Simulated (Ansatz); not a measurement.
```
Gd
1.0
     3.63600    0.00000    0.00000
    -1.81800    3.14887    0.00000
     0.00000    0.00000    5.78260
Gd
2
Direct
  0.33333 0.66667 0.25000
  0.66667 0.33333 0.75000
```

Space group P6₃/mmc; Hubbard U of 2 eV on Gd f only; spin-polarised.

These are results of DFT, r2SCAN+U, PAW with Ansatz's default frozen-core files, scalar-relativistic (Ansatz), not measurements.

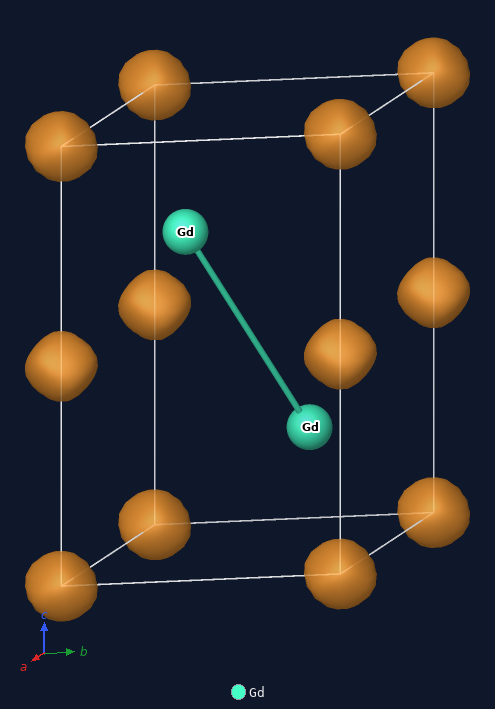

Gd. Isosurface of the electron localisation function at 0.75 (orange), seen slightly off an axis. Only the valence region is drawn (cores and ρ < 0.01 e/Å³ removed). Sticks mark near contacts.

In a PAW calculation such maps are meaningful between the atoms, not at the nuclei.

Question: What do the ELF domains correspond to?

Answer: The surface consists of two pockets between the atoms, centred on no nucleus (multi-centre or interstitial), counted in one cell of 2 atoms. Any copies at cell faces, edges or corners count once. There are no localised bonds or lone pairs at this value. Profiles from the grid: Gd–Gd (3.57 Å): the ELF is about 0.15 at the midpoint; no shared electron pair shows on this line. Gd–Gd (3.64 Å): the ELF is about 0.20 at the midpoint: no localised pair shows between them.
